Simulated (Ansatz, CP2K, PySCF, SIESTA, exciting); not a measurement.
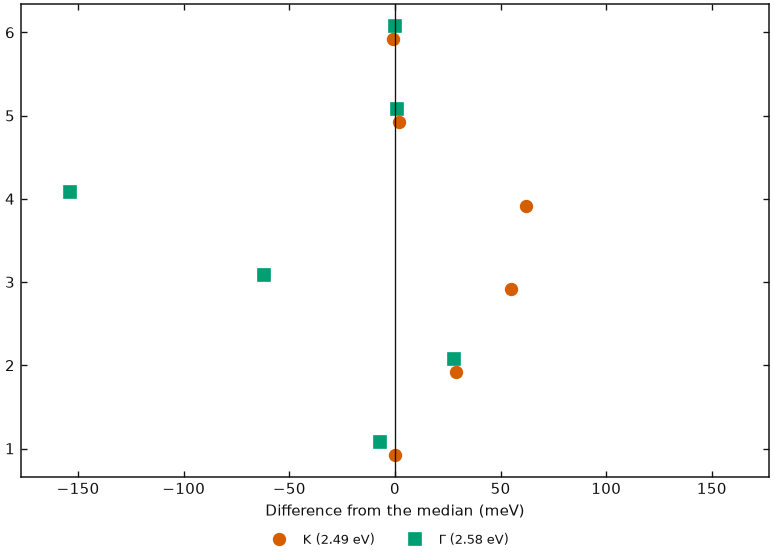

Direct gap at each named k point, for CdI2-type PtS₂, space group P-3m1, 3 atoms in the cell; a = 3.543 Å, c = 5.039 Å (hexagonal axes). Six runs by five programs used PBEsol (no spin polarisation, no spin-orbit coupling) on the same cell and 9×9×5 k mesh. The plot shows each result less the median of the plane-wave and all-electron runs, which the legend gives. The cell is at 6 GPa in Ansatz. The smallest gap over all k points computed is less than these values: 0.95 eV in Ansatz, from the valence top at (0, 0.222, 0.2) in reduced coordinates to the conduction bottom at (0, 0.333, 0.2) in reduced coordinates.

Q: The programs are Ansatz, Ansatz LAPW, CP2K, PySCF, SIESTA and exciting. Which number lies farthest out, and which program is it likely to be?

A: Number 4, off by −154 meV at Γ; it is SIESTA (local basis). The numbers: 1 exciting; 2 CP2K; 3 PySCF; 4 SIESTA; 5 Ansatz LAPW; 6 Ansatz.

The plane-wave and all-electron programs (Ansatz, Ansatz LAPW and exciting) agree within 8 meV at these points. CP2K departs by up to +29 meV (at K), SIESTA departs by up to −154 meV (at Γ) and PySCF departs by up to −62 meV (at Γ).

| program | kind | valence electrons | K (eV) | Γ (eV) |
| --- | --- | --- | --- | --- |
| exciting | all-electron | – | 2.486 | 2.568 |
| CP2K | local basis | 30 | 2.515 | 2.603 |
| PySCF | local basis | 30 | 2.541 | 2.513 |
| SIESTA | local basis | 30 | 2.548 | 2.421 |
| Ansatz LAPW | all-electron | – | 2.488 | 2.576 |
| Ansatz | plane waves | 30 | 2.485 | 2.575 |

Settings. all-electron LAPW+lo, shipped species files, valence relativity iora*, Fermi-Dirac smearing of 0.05 eV (exciting sodium). POTENTIAL_UZH Pt GTH-PBE-q18, S GTH-PBE-q6; TZVP-MOLOPT-PBE-GTH basis, Fermi-Dirac smearing of 0.05 eV (CP2K). DZVP-MOLOPT-SR/GTH-PBE (potentials made for PBE), 9×9×5 k mesh in the self-consistent step, Fermi-Dirac smearing of 0.05 eV (PySCF). PseudoDojo 0.4 standard (PBEsol files), Fermi-Dirac smearing of 0.05 eV (SIESTA). all-electron LAPW, Fermi-Dirac smearing of 0.05 eV (Ansatz). Ansatz PAW, 420 eV cutoff, Fermi-Dirac smearing of 0.05 eV (Ansatz).

Spin-orbit coupling is left out, which matters for Pt. LDA, GGA and most meta-GGA functionals understate gaps. CP2K, SIESTA and PySCF: the basis of atomic orbitals isn't converged, which shifts gaps and empty levels. CP2K and PySCF: the potentials were made for another functional. Ansatz: the PAW data sets were made with another functional.
